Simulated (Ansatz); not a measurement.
Consider Tl.

Input

```
crystal:
  lattice:
    - [-1.98224625, 1.98224625, 1.98224625]
    - [1.98224625, -1.98224625, 1.98224625]
    - [1.98224625, 1.98224625, -1.98224625]
  atoms:
    - { symbol: Tl, position: [0.0, 0.0, 0.0] }
basis:
  ecutwfc: 420
kpoints:
  mp_grid: { grid: [16, 16, 16] }
hamiltonian:
  xc: pbesol
scf:
  occupations: { method: gaussian, width: 0.1 }
output:
  forces: true
  stress: true
  eigenvalues: true
  write_density: true
  write_potential: true
  elf: true
  volumetric_format: npy
```

Run with:

```sh
ansatz run input.yaml --threads 1 --pin off --max-ram 1331MiB --backend cpu --events-out ev --progress --plain --runs-dir out
```

Below, planes, directions and counts refer to the conventional cell (a = 3.96 Å, b = 3.96 Å, c = 3.96 Å, α = 90.00°, β = 90.00°, γ = 90.00°).

Space group Im-3m; changed on purpose from its base cell (strained and moved within the space group); computed pressure about −3 GPa in this cell; computed without spin polarisation.

Computed with DFT PBEsol, scalar-relativistic, plane waves, PAW (Ansatz 0.2.0).

> What will maps of the valence pseudo-density and electron localisation function show?

Tl–Tl (3.43 Å): the density is about 0.11 e/Å³ at the midpoint; the ELF is about 0.15 at the midpoint; no shared electron pair shows on this line.

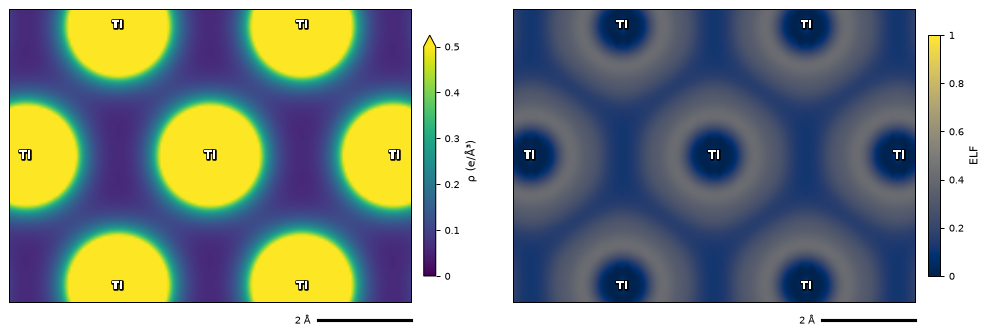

Computed valence pseudo-density and electron localisation function on the (011) plane of the conventional cell, in this order. 

In a PAW calculation such maps are meaningful between the atoms, not at the nuclei.
